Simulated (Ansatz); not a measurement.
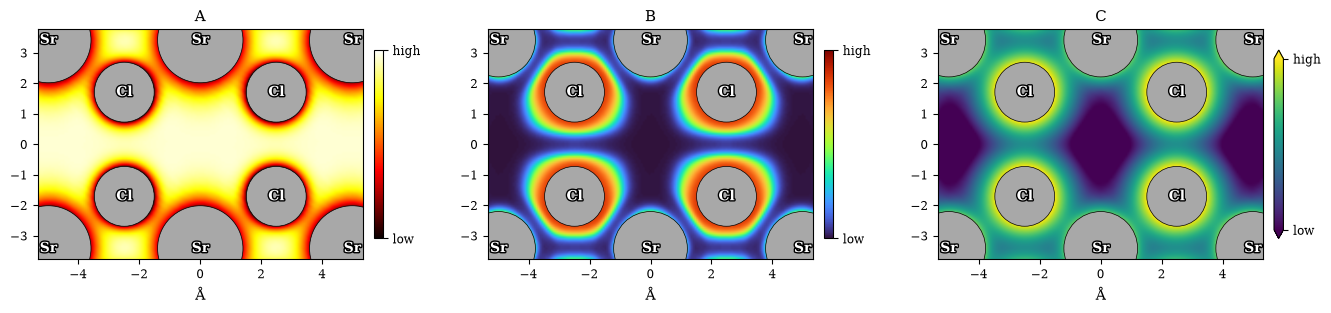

SrCl2: 3 fields on the (010) plane of the conventional cell, with unlabelled colour scales. Grey discs cover the atomic cores.

Space group I4/mmm; changed on purpose from its base cell (in-plane strain +0.02, out-of-plane length and atoms relaxed by PAW).

Computed with DFT, PBEsol, PAW with Ansatz's default frozen-core files, scalar-relativistic; relaxation of cell and atoms (Ansatz).

> Match the panels to the quantities (electron localisation function, electrostatic potential energy of an electron and valence pseudo-density).

Panel A: electrostatic potential energy of an electron (low next to the atoms, rising into the space between them). Panel B: electron localisation function. Panel C: valence pseudo-density. From the grid: Sr–Cl (3.02 Å): ρ at the midpoint is about 0.14 e/Å³; the ELF peaks at about 0.90 in the valence shell of Cl, 0.8 Å from its nucleus, and drops to about 0.05 between the two atoms; a closed-shell, largely ionic contact.
